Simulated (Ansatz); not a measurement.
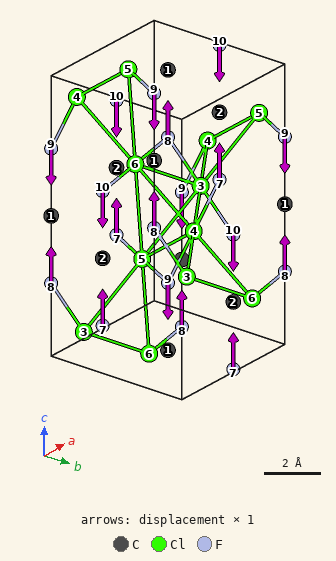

This is a relaxation of a crystal of CCl₂F₂ (built on the BaAg2O2-141 type type). The starting structure is drawn; purple arrows show the displacements (the part carried along by the change of the cell is left out), at their true length.

A ball-and-stick model of the conventional cell (2 times the calculation's cell), seen from a free direction. Lengths and directions refer to the drawn axes.

These are results of DFT, PBEsol, plane waves, PAW (Ansatz 0.2.0), not measurements.

Input
```yaml
crystal:
  lattice:
    - [-2.99624833, 2.99624833, 5.57011226]
    - [2.99624833, -2.99624833, 5.57011226]
    - [2.99624833, 2.99624833, -5.57011226]
  atoms:
    - { symbol: C, position: [0.5, 0.5, 0.0] }
    - { symbol: C, position: [0.25, 0.75, 0.5] }
    - { symbol: Cl, position: [0.375, 0.125, 0.25] }
    - { symbol: Cl, position: [0.875, 0.125, 0.25] }
    - { symbol: Cl, position: [0.875, 0.625, 0.75] }
    - { symbol: Cl, position: [0.875, 0.125, 0.75] }
    - { symbol: F, position: [0.00981408, 0.50981408, 0.5] }
    - { symbol: F, position: [0.25981408, 0.25981408, 0.0] }
    - { symbol: F, position: [0.74018592, 0.74018592, 0.0] }
    - { symbol: F, position: [0.49018592, 0.99018592, 0.5] }
kpoints:
  mp_grid: { grid: [6, 6, 6] }
hamiltonian:
  xc: pbesol
scf:
  occupations: { method: fermi_dirac, width: 0.03 }
relax:
  f_tol: 0.01
  cell: {}
  max_steps: 120
```

Command:
```bash
ansatz run input.yaml --threads 4 --pin off --max-ram 4608MiB --backend cpu --events-out ev --progress --plain --runs-dir out
```

Q: Which element moves most?

A: Fluorine: up to 1.49 Å, against 0.00 Å for chlorine.

Q: What happened in the run?

A: The largest moves relative to the cell, 1.49 Å, are those of F7, F8, F9 and F10. F9 goes along −c. Cl and C stay in place. The volume changes by −19.7 %, with a = b 5.992 → 5.307 Å (−11.4 %), c 11.140 → 11.405 Å (+2.4 %). Near-neighbour distances that change, for instance: C1–F8 2.676 → 1.252 Å, Cl3–F10 2.121 → 3.303 Å, Cl3–Cl6 2.996 → 2.653 Å, Cl3–Cl4 3.499 → 3.413 Å. New bonds form, among them: C1–F8 (2.68 → 1.25 Å), C1–F9 (2.68 → 1.25 Å), C2–F10 (2.68 → 1.25 Å), C2–F7 (2.68 → 1.25 Å). The space group stays I4_1/amd (No. 141). The energy falls by 950 meV per atom in 18 accepted moves (22 points after the start). Largest force component: 0.62 eV/Å at the start, 0.00045 eV/Å at the end. The pressure goes from −5.63 to −0.04 GPa. The line search rejected the trial steps at points 9, 16 of the run. The SCF was repeated twice at an unchanged geometry on a basis and grid sized afresh for the cell, which shifted the energy by 3.2 meV per atom at most.

Limits of the set-up: layers or molecules are held without a dispersion correction, so their spacing is unreliable.
